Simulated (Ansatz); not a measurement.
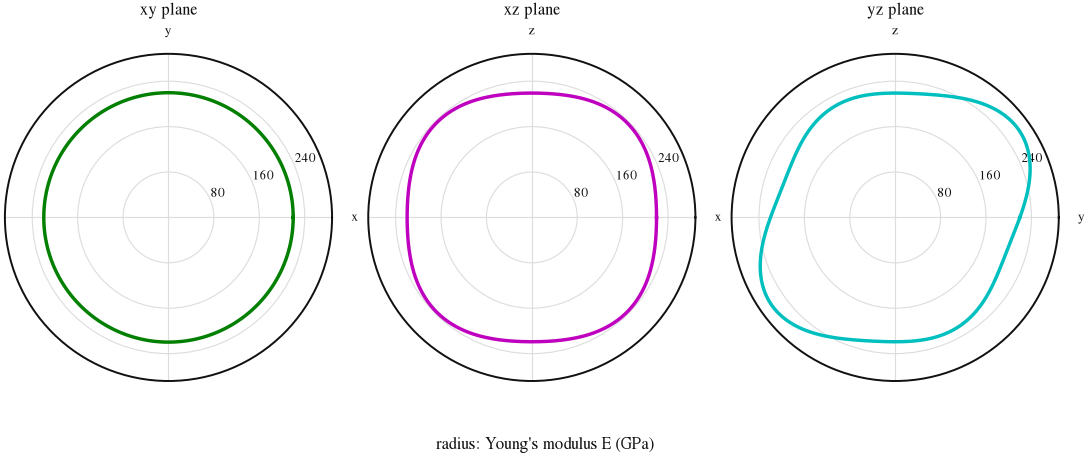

The plot gives the computed Young's modulus as a function of direction in the xy, xz and yz planes for Ti₂O₃, space group R-3c (No. 167).

The given structure:
```
CELL_PARAMETERS angstrom
2.51579 1.45249 4.64818
-2.51579 1.45249 4.64818
0.00000 -2.90498 4.64818
ATOMIC_POSITIONS crystal
Ti 0.84580 0.84580 0.84580
Ti 0.65420 0.65420 0.65420
Ti 0.15420 0.15420 0.15420
Ti 0.34580 0.34580 0.34580
O 0.06162 0.43838 0.75000
O 0.75000 0.06162 0.43838
O 0.43838 0.75000 0.06162
O 0.93838 0.56162 0.25000
O 0.25000 0.93838 0.56162
O 0.56162 0.25000 0.93838
```

How it was computed, with Ansatz 0.2.0: elastic stress-strain coefficients at zero temperature from small strains of the given cell, Voigt order xx yy zz yz xz xy, Cartesian axes of the cell vectors; plane waves with PAW datasets, Γ-centred k mesh. Level: PBEsol, no spin polarisation.

- wave cutoff: 420 eV
- k mesh: 12×12×12
- occupations: Fermi–Dirac
- smearing width: 0.15 eV
- ions: relaxed
- strain amplitude: 0.005

Between which limits does E lie over all directions?

Answer. Over all directions E runs from 205 to 267 GPa, a ratio of 1.30.

What is E along the Cartesian axes and along their diagonal?

Answer. E is 220 GPa along x, 220 GPa along y and 219 GPa along z, and 216 GPa along the body diagonal x + y + z.

Limits of the calculation: metal sensitive to the k mesh; no spin polarisation, a magnetic state may lie lower.
